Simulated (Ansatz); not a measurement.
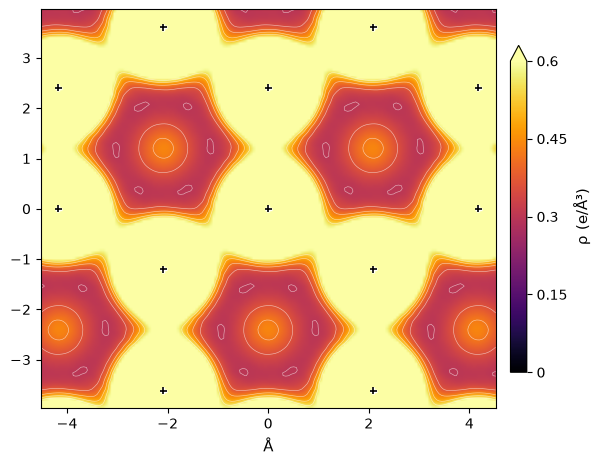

The valence electron density on a plane through atoms (crosses mark nuclei in the plane).

Computed with Ansatz 0.2.0, DFT, RPBE, plane waves (420 eV) with PAW, scalar-relativistic.

Candidates:
A. Ni, a = 5.09 Å, b = 5.09 Å, c = 5.09 Å, α = 90.00°, β = 90.00°, γ = 90.00°. Space group Fd-3m; set up as Ni, diamond; a generated structure, not necessarily the stable one; changed on purpose from its base cell (volume × 0.96); computed pressure about 4 GPa in this cell; spin-polarised.
B. Ru, a = 4.17 Å, b = 4.17 Å, c = 2.62 Å, α = 90.00°, β = 90.00°, γ = 120.00°. Space group P6/mmm; set up as Ru, omega (AlB2-type); a generated structure, not necessarily the stable one; changed on purpose from its base cell (volume × 0.92); computed pressure about 28 GPa in this cell; computed without spin polarisation.
C. W, a = 4.21 Å, b = 4.21 Å, c = 4.21 Å, α = 90.00°, β = 90.00°, γ = 90.00°. Space group Fm-3m; set up as W, fcc; a generated structure, not necessarily the stable one; changed on purpose from its base cell (volume × 1.12); computed pressure about −25 GPa in this cell.

Which candidate gave the map?

Answer. Candidate B: Ru on the (001) plane of the conventional cell, which holds Ru. Ru–Ru (2.41 Å): the density is about 0.67 e/Å³ at the midpoint.
